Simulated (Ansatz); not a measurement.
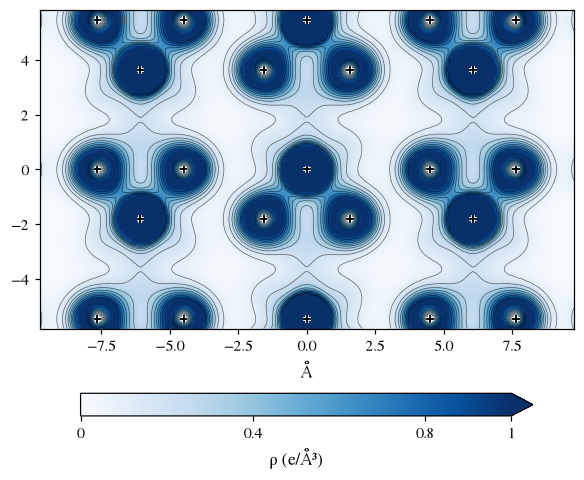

The valence pseudo-density on a plane through atoms (crosses mark nuclei in the plane).

Method: Ansatz 0.2.0, DFT PBE+D3(BJ), scalar-relativistic, plane waves, PAW.

Candidates:
A. CdTe, a = 6.52 Å, b = 6.52 Å, c = 6.52 Å, α = 90.00°, β = 90.00°, γ = 90.00°. Space group F-43m.
B. WS2, a = 3.15 Å, b = 3.15 Å, c = 18.81 Å, α = 90.00°, β = 90.00°, γ = 120.00°. Space group P-6m2; a structure from a database of computed crystals, not necessarily the ambient phase.

Question: Which candidate gave the map?

Answer: Candidate B: WS2 on the (110) plane of the conventional cell, which holds W and S. W–S (2.41 Å): ρ is about 0.63 e/Å³ halfway.
